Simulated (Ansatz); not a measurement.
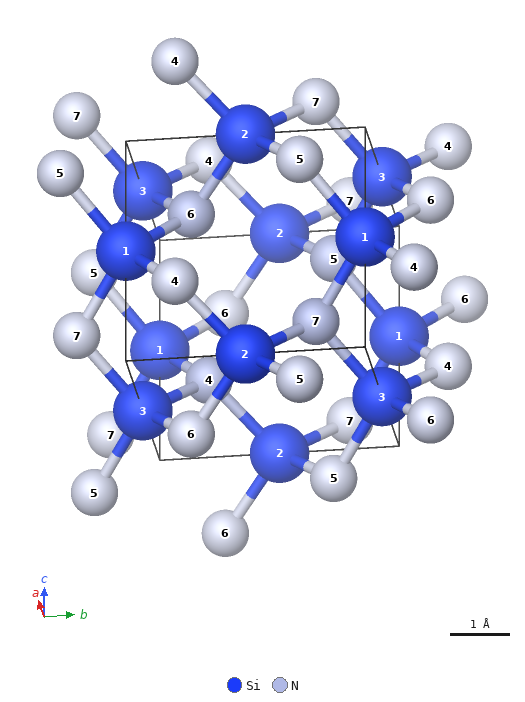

The starting structure (ball-and-stick view of the cell of the calculation, seen at an oblique angle; neighbours outside the cell are drawn fainter; atoms are numbered from 1 in the order of the input). Near neighbours in the crystal (not all of them lie inside the picture): Si has 4 N at 1.77 Å; N has 3 Si at 1.77 Å.

**Geometry relaxation of Si$_{3}$N$_{4}$**

The run: geometry relaxation of Si$_{3}$N$_{4}$ (P-43m, 7 atoms in the cell). Method and program: DFT PBE, scalar-relativistic, plane waves, PAW, no spin polarisation (Ansatz 0.2.0).

The structure was made by a generator, so it may or may not be a known phase. Figures and captions count atoms from 1; the log counts them from 0 in places.

**Input file**
```yaml
crystal:
  lattice:
    - [4.1318986109, 0.0, 0.0]
    - [0.0, 4.1318986109, 0.0]
    - [0.0, 0.0, 4.1318986109]
  atoms:
    - { symbol: Si, position: [0.0, 0.0, 0.5] }
    - { symbol: Si, position: [0.0, 0.5, 0.0] }
    - { symbol: Si, position: [0.5, 0.0, 0.0] }
    - { symbol: "N", position: [0.239498676, 0.239498676, 0.239498676] }
    - { symbol: "N", position: [0.239498676, 0.760501324, 0.760501324] }
    - { symbol: "N", position: [0.760501324, 0.239498676, 0.760501324] }
    - { symbol: "N", position: [0.760501324, 0.760501324, 0.239498676] }
basis:
  ecutwfc: 420
kpoints:
  mp_grid: { grid: [6, 6, 6] }
hamiltonian:
  xc: pbe
scf:
  occupations: { method: gaussian, width: 0.02 }
output:
  forces: true
  stress: true
  eigenvalues: true
relax:
  adjacent_minimum: "off"
  f_tol: 0.01
  max_steps: 80
  cell: { stress_tol: 0.05 }
```

Hardware: 1 thread of Intel Xeon (Sapphire Rapids), 64 GiB of memory available, shared host.

Run as:
```bash
ansatz run input.yaml --threads 1 --pin off --max-ram 2048MiB --backend cpu --events-out ev --progress --plain --runs-dir out
```

**What the program printed**
```
Engine: ansatz 0.2.0, x86_64-unknown-linux-gnu
Pseudopotentials: kind: paw
Pseudopotential: Si, paw, valence charge 4, recommended cutoff 420 eV (normal), Si.paw.azcp
Pseudopotential: N, paw, valence charge 5, recommended cutoff 420 eV (normal), N.paw.azcp
Functional definition: PBE
  parameter kappa = 0.804
  parameter beta = 0.06672455060314922
  exchange = pbe_x(kappa = kappa, mu = beta*pi^2/3)
  correlation = pbe_c(beta = beta)
Crystal: 7 atoms, lattice volume = 70.542 Å³
Basis set: ecut = 420 eV, 1357 PW (Γ), exchange–correlation on 60×60×60 points (8 copies of the dense FFT grid, shifted against one another)
Bands: 23, of which v1, the nominal top of the filled ones, is band 16 counted from 1 (15 counted from 0)
Symmetry: 24 space group operations
Space group: P-43m (ITA 215), of the structure as read, at distance tolerance 4.1e-5 Å
k-points: 20 of 216 (time reversal used)
Non-local potential: Si, projectors of the file, l = 0: 2, l = 1: 2, l = 2: 2
Non-local potential: N, projectors of the file, l = 0: 2, l = 1: 2, l = 2: 1
PAW form: soft (Blöchl's): semilocal exchange-correlation on the pseudo side does not see the compensation charge
PAW one-centre angular grid: Si, 110 points (default); XC on 64 Gauss nodes
PAW one-centre angular grid: N, 110 points (default); XC on 64 Gauss nodes
Initial density: superposition of atomic densities (neutral atoms: chi_scale 0, normalization atom), corrected by the library's trained network
Initial wavefunctions: pseudopotential atomic-orbital guess
Functional: x = pbe(κ = 0.804, μ = 0.2195149727645171), c = pbe(β = 0.06672455060314922)
SCF iter   1: F=—  HF=-3449.200391 eV  |F-HF|=—  |Δ(HF+E_count)|=         —  Δρ=2.26e-3  dr2=1.79e-3  ethr=1.77e-3  ⟨swp⟩=7.3  Hψ=2718  notcnv=0
preconditioner: auto → Resta (q_TF=auto, 2.392 Å⁻¹)  ε∞=4.2  [insulator: Δε(μ)=2.737 eV  Ē_g=13.916 eV  σ=0.020 eV  W_gap=1.00  n_scr=18 (ndim 8)  ℏωp=25.0 eV  f_vac=0.000  D(μ)=0.00/eV (n_scr^D=0)  ε∞_Penn≈4.2]
SCF iter   2: F=—  HF=-3449.201700 eV  |F-HF|=—  |Δ(HF+E_count)|=   1.31e-3  Δρ=1.31e-3  dr2=6.76e-4  ethr=5.60e-6  ⟨swp⟩=2.4  Hψ=1020  notcnv=0  defer=27
SCF iter   3: F=—  HF=-3449.202173 eV  |F-HF|=—  |Δ(HF+E_count)|=   4.73e-4  Δρ=4.87e-4  dr2=1.08e-4  ethr=2.11e-6  ⟨swp⟩=3.0  Hψ=740  notcnv=0  defer=27
SCF iter   4: F=—  HF=-3449.202237 eV  |F-HF|=—  |Δ(HF+E_count)|=   6.41e-5  Δρ=1.23e-4  dr2=6.45e-6  ethr=3.37e-7  ⟨swp⟩=2.0  Hψ=660  notcnv=0  defer=27
SCF iter   5: F=—  HF=-3449.202348 eV  |F-HF|=—  |Δ(HF+E_count)|=   1.11e-4  Δρ=2.86e-5  dr2=5.29e-7  ethr=2.02e-8  ⟨swp⟩=2.5  Hψ=656  notcnv=0  defer=27
SCF iter   6: F=-3449.202348 eV  HF=-3449.202348 eV  |F-HF|=7.70e-9  |Δ(HF+E_count)|=   3.10e-7  Δρ=7.82e-6  dr2=4.10e-8  ethr=3.13e-10  ⟨swp⟩=10.1  Hψ=2292  notcnv=0
SCF 1 converged in 6 iterations: F = -3449.202348 eV  dr2 = 4.10e-8
  greatest PAW one-centre occupation: 0.790 electrons in one spin orbital (limit 2), on the N atom at site 4 (counted from 0), in its partial waves of l = 0
relax step   1: F+E_penalty+E_count = -3449.20234839 eV  Δ(F+E_penalty+E_count) = +0.000e0 eV  max|allowed force component| = 1.985e-3 eV/Å  Δτ_max = 0.0000 Å  P = -0.164 GPa  Ω = 70.542 Å³  (6 SCF iters, dr2 threshold 1.00e-7 eV, accepted)
Crystal: 7 atoms, lattice volume = 70.511 Å³
Initial density: handed on by an earlier stage of this run
Initial wavefunctions: those handed on with the density
iter 1 solved again at ethr=1.79e-8 eV; its pass at ethr=3.10e-3 eV (dr2=5.73e-6 eV) is discarded
SCF iter   1: F=—  HF=-3449.202354 eV  |F-HF|=—  |Δ(HF+E_count)|=         —  Δρ=8.98e-5  dr2=5.33e-6  ethr=1.79e-8  ⟨swp⟩=1.9  Hψ=2341  notcnv=0
preconditioner: auto → Resta (q_TF=auto, 2.392 Å⁻¹)  ε∞=4.2  [insulator: Δε(μ)=2.728 eV  Ē_g=13.915 eV  σ=0.020 eV  W_gap=1.00  n_scr=18 (ndim 8)  ℏωp=25.0 eV  f_vac=0.000  D(μ)=0.00/eV (n_scr^D=0)  ε∞_Penn≈4.2]
SCF iter   2: F=—  HF=-3449.202463 eV  |F-HF|=—  |Δ(HF+E_count)|=   1.09e-4  Δρ=3.39e-5  dr2=5.64e-7  ethr=1.67e-8  ⟨swp⟩=2.7  Hψ=767  notcnv=0
SCF iter   3: F=—  HF=-3449.202463 eV  |F-HF|=—  |Δ(HF+E_count)|=   7.04e-8  Δρ=1.36e-5  dr2=1.04e-7  ethr=2.11e-10  ⟨swp⟩=4.7  Hψ=1597  notcnv=0
SCF iter   4: F=-3449.202463 eV  HF=-3449.202463 eV  |F-HF|=1.38e-9  |Δ(HF+E_count)|=   9.41e-9  Δρ=1.82e-6  dr2=2.06e-9  ethr=2.11e-10  ⟨swp⟩=4.4  Hψ=1594  notcnv=0
SCF 2 converged in 4 iterations: F = -3449.202463 eV  dr2 = 2.06e-9
relax step   2: F+E_penalty+E_count = -3449.20246281 eV  Δ(F+E_penalty+E_count) = -1.144e-4 eV  max|allowed force component| = 2.545e-3 eV/Å  Δτ_max = 0.0002 Å  P = -0.075 GPa  Ω = 70.511 Å³  energy of the carried Pulay correction = +9.481e-5 eV  (4 SCF iters, dr2 threshold 6.75e-8 eV, accepted)
Crystal: 7 atoms, lattice volume = 70.492 Å³
iter 1 solved again at ethr=1.26e-8 eV; its pass at ethr=3.10e-3 eV (dr2=4.03e-6 eV) is discarded
SCF iter   1: F=—  HF=-3449.202417 eV  |F-HF|=—  |Δ(HF+E_count)|=         —  Δρ=7.19e-5  dr2=3.81e-6  ethr=1.26e-8  ⟨swp⟩=1.1  Hψ=2270  notcnv=0
preconditioner: auto → Resta (q_TF=auto, 2.392 Å⁻¹)  ε∞=4.2  [insulator: Δε(μ)=2.728 eV  Ē_g=13.918 eV  σ=0.020 eV  W_gap=1.00  n_scr=18 (ndim 8)  ℏωp=25.0 eV  f_vac=0.000  D(μ)=0.00/eV (n_scr^D=0)  ε∞_Penn≈4.2]
SCF iter   2: F=—  HF=-3449.202526 eV  |F-HF|=—  |Δ(HF+E_count)|=   1.09e-4  Δρ=2.03e-5  dr2=3.56e-7  ethr=1.19e-8  ⟨swp⟩=2.2  Hψ=714  notcnv=0
SCF iter   3: F=—  HF=-3449.202526 eV  |F-HF|=—  |Δ(HF+E_count)|=   7.98e-8  Δρ=8.66e-6  dr2=5.97e-8  ethr=1.11e-9  ⟨swp⟩=2.8  Hψ=754  notcnv=0
SCF iter   4: F=-3449.202526 eV  HF=-3449.202525 eV  |F-HF|=1.01e-9  |Δ(HF+E_count)|=   1.10e-9  Δρ=1.48e-6  dr2=1.54e-9  ethr=4.39e-11  ⟨swp⟩=4.7  Hψ=1552  notcnv=0
SCF 3 converged in 4 iterations: F = -3449.202526 eV  dr2 = 1.54e-9
  greatest PAW one-centre occupation: 0.790 electrons in one spin orbital (limit 2), on the N atom at site 6 (counted from 0), in its partial waves of l = 0
relax step   3: F+E_penalty+E_count = -3449.20252550 eV  Δ(F+E_penalty+E_count) = -6.269e-5 eV  max|allowed force component| = 7.781e-4 eV/Å  Δτ_max = 0.0000 Å  P = -0.007 GPa  Ω = 70.492 Å³  energy of the carried Pulay correction = +1.523e-4 eV  (4 SCF iters, dr2 threshold 1.41e-8 eV, accepted)
Initial wavefunctions: pseudopotential atomic-orbital guess (no wavefunctions were taken with the density)
iter 1 solved again at ethr=4.44e-7 eV; its pass at ethr=3.10e-3 eV (dr2=1.42e-4 eV) is discarded
SCF iter   1: F=—  HF=-3449.202274 eV  |F-HF|=—  |Δ(HF+E_count)|=         —  Δρ=5.32e-6  dr2=8.33e-9  ethr=4.44e-7  ⟨swp⟩=3.0  Hψ=4036  notcnv=0
eigensolver tolerance schedule: the retry pair's looser diagonalisation over-reported the residual by 17050.90 of it (diagonalisation noise at an unbounded share of the residual, at the tolerance the schedule requests for it); recorded, not acted on — ethr = c·dr2/N_el stays at c = 1.0e-1
preconditioner: auto → Resta (q_TF=auto, 2.392 Å⁻¹)  ε∞=4.2  [insulator: Δε(μ)=2.727 eV  Ē_g=13.917 eV  σ=0.020 eV  W_gap=1.00  n_scr=18 (ndim 8)  ℏωp=25.0 eV  f_vac=0.000  D(μ)=0.00/eV (n_scr^D=0)  ε∞_Penn≈4.2]
SCF iter   2: F=—  HF=-3449.202385 eV  |F-HF|=—  |Δ(HF+E_count)|=   1.10e-4  Δρ=3.06e-6  dr2=4.71e-9  ethr=2.60e-11  ⟨swp⟩=3.0  Hψ=1045  notcnv=0
SCF iter   3: F=—  HF=-3449.202385 eV  |F-HF|=—  |Δ(HF+E_count)|=  7.55e-11  Δρ=1.86e-6  dr2=1.39e-9  ethr=1.47e-11  ⟨swp⟩=2.0  Hψ=700  notcnv=0
SCF iter   4: F=—  HF=-3449.202385 eV  |F-HF|=—  |Δ(HF+E_count)|=   1.11e-9  Δρ=7.24e-7  dr2=2.82e-10  ethr=4.35e-12  ⟨swp⟩=2.0  Hψ=760  notcnv=0
SCF iter   5: F=-3449.202385 eV  HF=-3449.202385 eV  |F-HF|=3.41e-11  |Δ(HF+E_count)|=  4.50e-11  Δρ=3.40e-7  dr2=5.97e-11  ethr=1.00e-12  ⟨swp⟩=3.2  Hψ=1750  notcnv=0
SCF 4 converged in 5 iterations: F = -3449.202385 eV  dr2 = 5.97e-11
relax step   4: F+E_penalty+E_count = -3449.20238479 eV  Δ(F+E_penalty+E_count) = +1.407e-4 eV  max|allowed force component| = 7.523e-4 eV/Å  Δτ_max = 0.0000 Å  P = -0.010 GPa  Ω = 70.492 Å³  stress off target by 1.05e-2 GPa  SCF on the basis re-selected at this cell (its energy is not comparable with the rows above)  (5 SCF iters)
```

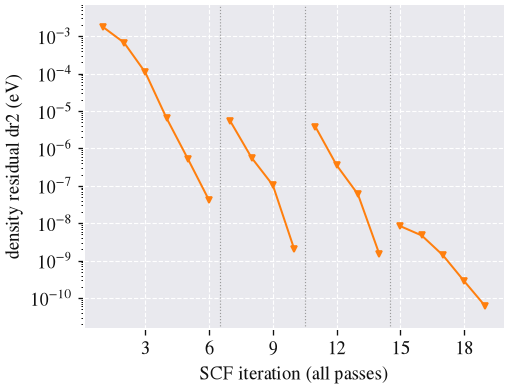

Convergence of the self-consistent field: density residual dr2 against the SCF iteration. The dotted lines part the SCF passes of the relaxation: geometry steps, rejected trials and re-solves on a re-selected basis. The passes take 6, 4, 4 and 5 iterations.

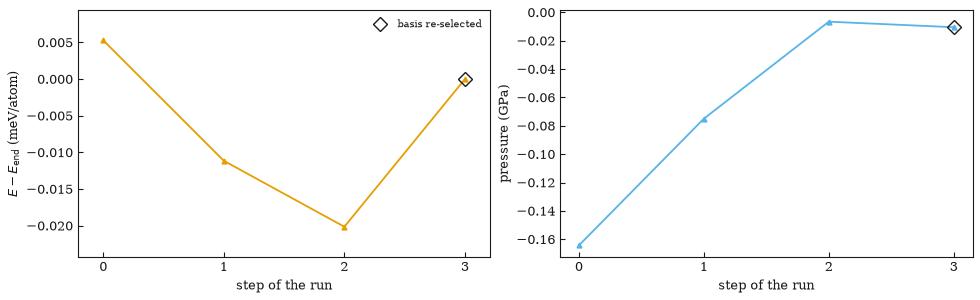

Progress of the relaxation, step by step (the first geometry is step 0 here and step 1 in the log). The atoms keep their places relative to the cell (all moves are under 0.005 Å). Over 2 geometry steps the energy falls by next to nothing (0.0 meV per atom). The largest force component goes from 0.002 to 0.00075 eV/Å. The pressure goes from −0.16 to −0.01 GPa. A last SCF at the same geometry on a re-selected plane-wave basis shifts the energy by +0.0 meV per atom.

```
basis re-selected at this cell: Δ(F+E_penalty+E_count) = +1.407e-4 eV, ΔP = -0.004 GPa vs the last step (what re-selecting the basis moved, of the pressure what is left beyond the Pulay correction that the steps carried, after the strain that the cell walked since its last selection, with what the two solves' SCF thresholds leave and, on support functions, any second-order correction that the steps lacked; it is no measure of the basis error at this ecutwfc). This SCF's stress stands 1.05e-2 GPa from its target on what of the cell is left free (relax.cell.stress_tol is 5.00e-2 GPa) and its largest allowed force component is 7.52e-4 eV/Å (relax.f_tol is 1.00e-2 eV/Å): within both
SCF converged after 5 iterations
Free energy (F): -3449.202385 eV
Harris-Foulkes:  -3449.202385 eV  (|F-HF|=3.41e-11)
Internal energy: -3449.202385 eV  (E = F + TS)
E sigma→0 (E₀):  -3449.202385 eV
Fermi energy:    9.760843 eV
--- Per-component energies (eV) ---
  E_band       = 50.002965
  E_kinetic    = 670.824151
  E_local      = -931.767958  (includes V_loc(G=0)·N_el)
  E_nonlocal   = 254.171982
  E_hartree    = 298.751872
  E_xc         = -412.570189
  E_vxc        = -454.883095  (∫ρ·V_xc dr)
  E_paw        = -2049.135304  (= ΣΔE_a)
  E_vpaw       = -85.846464  (= ΣTr[D̂ρ^β])
  E_aug_tail   = 0.000415  (compensation charges beyond the density's cutoff)
  E_ewald      = -1279.477354
  E_smearing   = -0.000000  (= −TS)
  E_closure    = 0.000000  (closes the sum)
  Σ components = -3449.202385   (vs F -3449.202385, Δ=0.00e0)
--- Forces (eV/Å), atoms counted from 1 ---
  atom   1  Si     0.00000000     0.00000000     0.00000000
  atom   2  Si    -0.00000000     0.00000000    -0.00000000
  atom   3  Si    -0.00000000     0.00000000    -0.00000000
  atom   4  N     -0.00075230    -0.00075230    -0.00075230
  atom   5  N     -0.00075230     0.00075230     0.00075230
  atom   6  N      0.00075230    -0.00075230     0.00075230
  atom   7  N      0.00075230     0.00075230    -0.00075230
  max |Σ_I F_I| component: 9.43e-17 eV/Å
--- Stress (GPa, compression-positive) ---
       -0.010476       0.000000       0.000000
        0.000000      -0.010476      -0.000000
        0.000000      -0.000000      -0.010476
  P = ⅓ Tr σ = -0.0105 GPa (-0.105 kbar)
--- Band table (eV; the first three rows and the last of 20) ---
  k-point 0: bands = ["-9.5865", "-5.7172", "-5.7172", "-5.7172", "-0.2259", "-0.2259", "3.8984", "3.8984", "3.8984", "3.9176", "5.0595", "5.0595", "5.0595", "8.1942", "8.1942", "8.1942", "11.1246", "11.1246", "11.1246", "12.5714", "15.2132", "15.2132", "18.6076"]
  k-point 1: bands = ["-9.4329", "-6.1148", "-5.6947", "-5.6947", "-0.0981", "0.2150", "3.6017", "3.7268", "3.7268", "4.0355", "4.7553", "5.0010", "5.0010", "7.7314", "8.1379", "8.1379", "11.3817", "11.7313", "11.7313", "13.1937", "15.5587", "15.8176", "18.9142"]
  k-point 2: bands = ["-9.0118", "-6.9454", "-5.6486", "-5.6486", "0.2180", "1.2213", "2.9770", "3.3594", "3.3594", "3.5968", "4.7639", "5.0076", "5.0076", "6.7934", "7.9587", "7.9587", "12.3116", "13.1663", "13.1663", "14.1260", "16.3954", "17.3373", "18.2072"]
  k-point 19: bands = ["-6.8241", "-6.8241", "-6.8241", "-6.6946", "-0.5580", "-0.5580", "-0.5580", "2.9650", "5.5632", "5.5632", "5.6583", "5.6583", "5.6583", "8.3971", "8.3971", "8.3971", "14.1049", "14.1049", "14.1049", "16.8058", "16.8058", "16.8058", "18.4183"]
--- Relaxed structure (3 steps of the walk, 3 accepted, 1 SCFs on fresh bases) ---
  F+E_penalty+E_count = -3449.20238479 eV   max|allowed force component| = 7.523e-4 eV/Å   (the final SCF, on the basis selected at the relaxed cell)
  cell:  # Å, volume = 70.4921 Å³
    - [4.130921151905397, -4.172848212839011e-34, -6.780878345863392e-34]
    - [-4.333342374871281e-34, 4.130921151905397, 1.829633447167874e-33]
    - [-6.780878345863392e-34, 1.829633447167874e-33, 4.130921151905397]
  atoms:
    - { symbol: Si, position: [-3.982827670231553e-21, -9.371359224073562e-22, 0.5] }
    - { symbol: Si, position: [-3.982827670231568e-21, 0.5, 1.1714199030094247e-22] }
    - { symbol: Si, position: [0.5, -9.371359224073803e-22, 1.1714199030090655e-22] }
    - { symbol: N, position: [0.23952666447682022, 0.23952666447682022, 0.23952666447682022] }
    - { symbol: N, position: [0.23952666447682022, 0.7604733355231797, 0.7604733355231797] }
    - { symbol: N, position: [0.7604733355231797, 0.23952666447682022, 0.7604733355231797] }
    - { symbol: N, position: [0.7604733355231797, 0.7604733355231797, 0.23952666447682022] }
```

**Trajectory as extended XYZ (Å, eV, eV/Å), 4 frames, from step=1 to step=4**
```
7
Lattice="4.1319 0.0000 0.0000 0.0000 4.1319 0.0000 0.0000 0.0000 4.1319" Properties=species:S:1:pos:R:3:forces:R:3 step=1 energy=-3449.20235 pressure_GPa=-0.16
Si    0.0000    0.0000    2.0659    0.0000   0.0000   0.0000
Si    0.0000    2.0659    0.0000    0.0000   0.0000   0.0000
Si    2.0659    0.0000    0.0000    0.0000   0.0000   0.0000
N     0.9896    0.9896    0.9896   -0.0020  -0.0020  -0.0020
N     0.9896    3.1423    3.1423   -0.0020   0.0020   0.0020
N     3.1423    0.9896    3.1423    0.0020  -0.0020   0.0020
N     3.1423    3.1423    0.9896    0.0020   0.0020  -0.0020
7
Lattice="4.1313 0.0000 0.0000 0.0000 4.1313 0.0000 0.0000 0.0000 4.1313" Properties=species:S:1:pos:R:3:forces:R:3 step=2 energy=-3449.20246 pressure_GPa=-0.07
Si    0.0000    0.0000    2.0656    0.0000   0.0000   0.0000
Si    0.0000    2.0656    0.0000    0.0000   0.0000   0.0000
Si    2.0656    0.0000    0.0000    0.0000   0.0000   0.0000
N     0.9896    0.9896    0.9896   -0.0025  -0.0025  -0.0025
N     0.9896    3.1417    3.1417   -0.0025   0.0025   0.0025
N     3.1417    0.9896    3.1417    0.0025  -0.0025   0.0025
N     3.1417    3.1417    0.9896    0.0025   0.0025  -0.0025
7
Lattice="4.1309 0.0000 0.0000 0.0000 4.1309 0.0000 0.0000 0.0000 4.1309" Properties=species:S:1:pos:R:3:forces:R:3 step=3 energy=-3449.20253 pressure_GPa=-0.01
Si    0.0000    0.0000    2.0655    0.0000   0.0000   0.0000
Si    0.0000    2.0655    0.0000    0.0000   0.0000   0.0000
Si    2.0655    0.0000    0.0000    0.0000   0.0000   0.0000
N     0.9895    0.9895    0.9895   -0.0008  -0.0008  -0.0008
N     0.9895    3.1415    3.1415   -0.0008   0.0008   0.0008
N     3.1415    0.9895    3.1415    0.0008  -0.0008   0.0008
N     3.1415    3.1415    0.9895    0.0008   0.0008  -0.0008
7
Lattice="4.1309 0.0000 0.0000 0.0000 4.1309 0.0000 0.0000 0.0000 4.1309" Properties=species:S:1:pos:R:3:forces:R:3 step=4 energy=-3449.20239 pressure_GPa=-0.01
Si    0.0000    0.0000    2.0655    0.0000   0.0000   0.0000
Si    0.0000    2.0655    0.0000    0.0000   0.0000   0.0000
Si    2.0655    0.0000    0.0000    0.0000   0.0000   0.0000
N     0.9895    0.9895    0.9895   -0.0008  -0.0008  -0.0008
N     0.9895    3.1415    3.1415   -0.0008   0.0008   0.0008
N     3.1415    0.9895    3.1415    0.0008  -0.0008   0.0008
N     3.1415    3.1415    0.9895    0.0008   0.0008  -0.0008
```

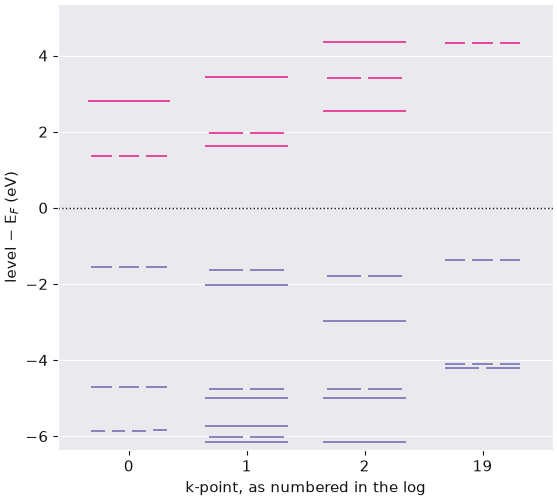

Kohn–Sham levels near the Fermi level (dotted) at the few k-points that the log prints; levels within 0.02 eV of each other stand side by side. Among these points the highest filled and lowest empty levels are 2.73 eV apart, which is the gap on the mesh.

**Results in brief**

```json
{"quantity": "outcome", "value": "converged"}
{"quantity": "space group (tolerance 0.01 Å)", "value": "P-43m (215)"}
{"quantity": "electrons treated", "value": "32"}
{"quantity": "free energy", "value": "−3449.2024 eV"}
{"quantity": "Fermi energy", "value": "9.761 eV"}
{"quantity": "gap on the k-point mesh", "value": "2.73 eV"}
{"quantity": "pressure", "value": "−0.01 GPa"}
{"quantity": "final volume", "value": "70.49 Å³"}
{"quantity": "largest force (length of the vector) at the end", "value": "0.001 eV/Å"}
{"quantity": "final cell", "value": "a = 4.131 Å, b = 4.131 Å, c = 4.131 Å, α = 90.00°, β = 90.00°, γ = 90.00°"}
{"quantity": "wall time", "value": "11 s"}
{"quantity": "peak memory", "value": "0.37 GiB"}
```
